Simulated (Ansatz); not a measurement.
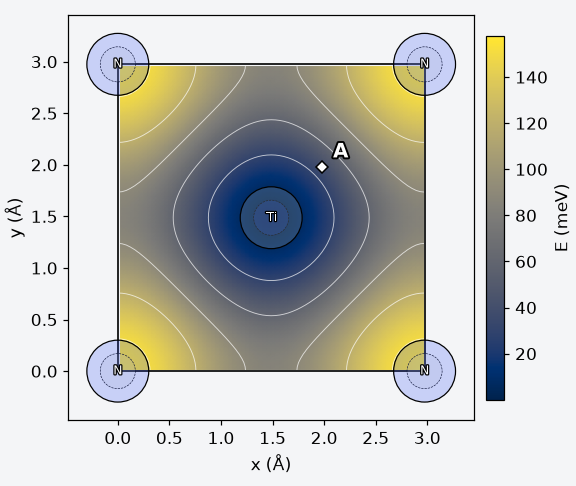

H on a TiN(100) slab cut from the Fm-3m phase, its upper half relaxed before the scan (24 atoms of substrate and one adsorbate in a 2 × 2 cell). H is moved over the surface cell at a fixed height above a rigid substrate; the origin of the map has the adsorbate above N21; the height is held at 3.10 Å. Places are given modulo a cell vector. The map is drawn in real space over the plane of the surface. The grid has 6 × 6 points; 10 points were computed and 26 follow by symmetry. Places are given in fractions of the 1 × 1 surface cell. Energies are in meV, from the lowest grid point. The runs have no spin polarisation, so an open-shell adsorbate far from the surface lies too high. At a fixed height the lowest place need not be the adsorption site. Theory: DFT PBE+D3(BJ), scalar-relativistic, plane waves, PAW (Ansatz 0.2.0). Settings: cutoff 420 eV, k-mesh 5×5×1, gaussian smearing 0.1 eV, no spin polarisation.

In the figure: a smooth colour map with a few white contour lines, labelled circles for the atoms of the top layer and small ones for the second layer, the outline of one cell of the plane, the point A. Between grid points the surface is interpolated.

**Is A at rest? If not, where is it pushed?**

A, at (4/6, 4/6) of the cell vectors, is not a stationary point. The computed force is 0.1 eV/Å in the plane, pointing down and left in the picture (components −0.07 and −0.07 eV/Å).

PAW datasets: the set soft_1.
